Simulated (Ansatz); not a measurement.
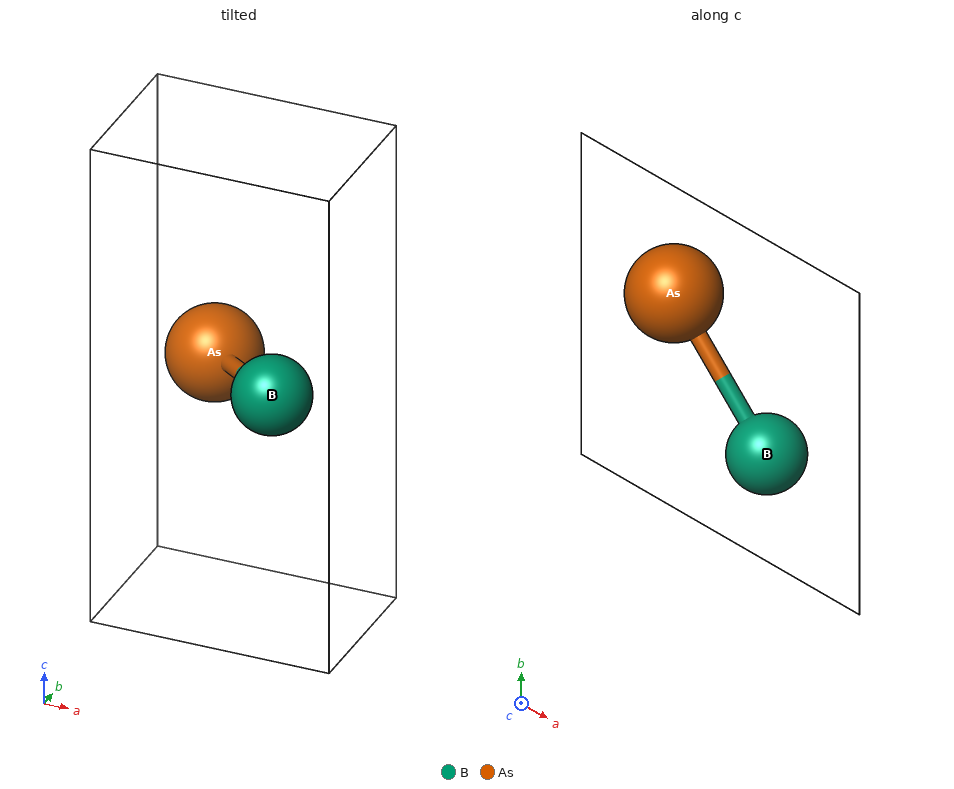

The figure gives a ball-and-stick picture of the atoms, viewed slightly off an axis and along the c axis. The frame is the conventional unit cell; atoms at its boundary are shown with their periodic copies. Cell: a = 3.38 Å, b = 3.38 Å, c = 5.12 Å, α = 90.00°, β = 90.00°, γ = 120.00°.

Origin of the cell: a structure type filled with these elements by a generator (whether the compound takes this form wasn't checked). Earlier steps of the study may have refined or changed the cell and positions. An electronic-structure calculation with Ansatz was run on it.

**Give a description of the structure.**

It has the composition BAs. The lattice is primitive hexagonal and the space group P-6m2 (No. 187). Cell content 1 B, 1 As; Z = 1. B is coordinated by three As in a trigonal planar arrangement at about 2.0 Å. Each As atom has three B in a trigonal planar arrangement at about 2.0 Å around it. The bonds build BAs layers parallel to (001).

Results below were computed with Ansatz, DFT PBE, scalar-relativistic, plane waves, PAW; the settings were a cutoff energy of 420 eV, a 12×12×8 mesh of k-points, Gaussian smearing of 0.02 eV, no spin polarisation.

**Predict the gap.**

A semiconductor at this level, with a gap of 0.45 eV, indirect.

**What net charge does each kind of atom have (Bader)?**

B +0.26 e; As -0.26 e.

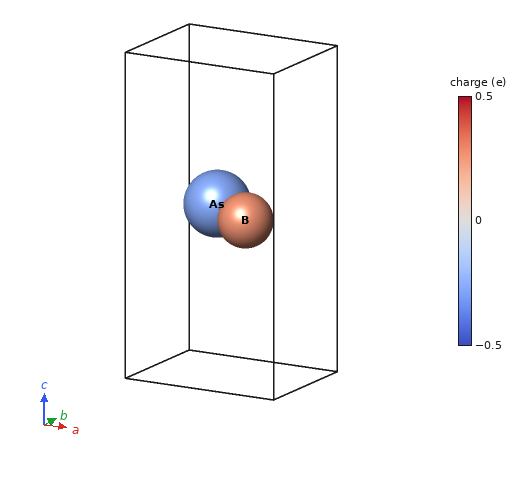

The atoms coloured by those charges. The run's cell of 2 atoms is drawn.

**Is the structure relaxed at this level of theory?**

Yes. All forces vanish to within 0.01 eV/Å. The pressure is 0.0 GPa, close to zero.
